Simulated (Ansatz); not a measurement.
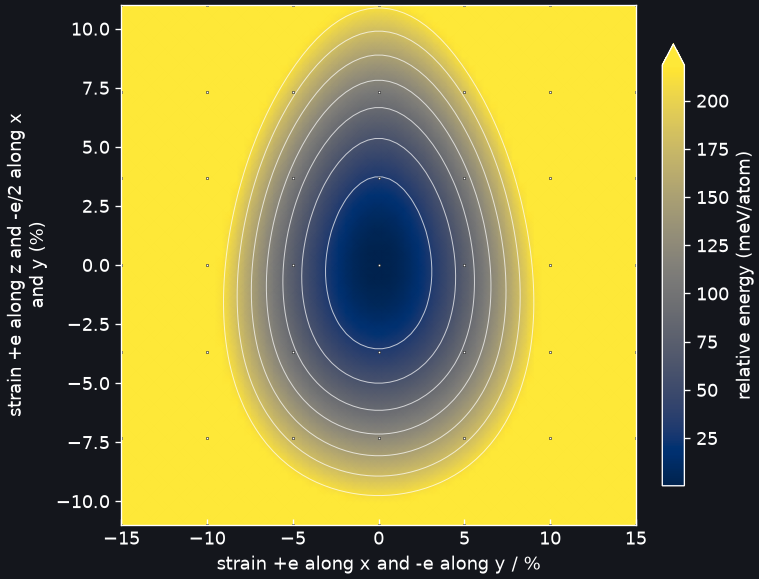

Mo (Im-3m, No. 229; 1 atom in the cell). 
- The energy is mapped over two homogeneous strains (x, y and z along the cube axes).
- First axis: strain +e along x and -e along y. Second axis: strain +e along z and -e/2 along x and y.
- Nothing is relaxed (symmetry fixes all fractional coordinates).
- The scan uses a 7 × 7 grid; 28 points were computed and 21 follow by symmetry.
- Points are written as (first, second).
- Energies are in meV/atom, from the lowest grid point.
- Method: DFT PBE, scalar-relativistic, plane waves, PAW (Ansatz 0.2.0). Settings: cutoff 420 eV, k-mesh 20×20×20, gaussian smearing 0.15 eV, no spin polarisation.

The picture shows a smooth colour map with a few white contour lines, dots at the grid points, one colour for all values above the top of the scale. Between grid points the surface is interpolated.

Where is the minimum, and how stiff is the crystal against these two strains (in GPa)?

Answer. The interpolated minimum is at 0.0 % and 0.0 %. Divided by the cell volume of 15.8 Å³, the second derivatives of the energy there are about 640 GPa along the first strain and 460 GPa along the second, with a cross term of about 0 GPa (clamped ions). Round the minimum the two coordinates are nearly uncoupled.

PAW datasets: the set soft_1.
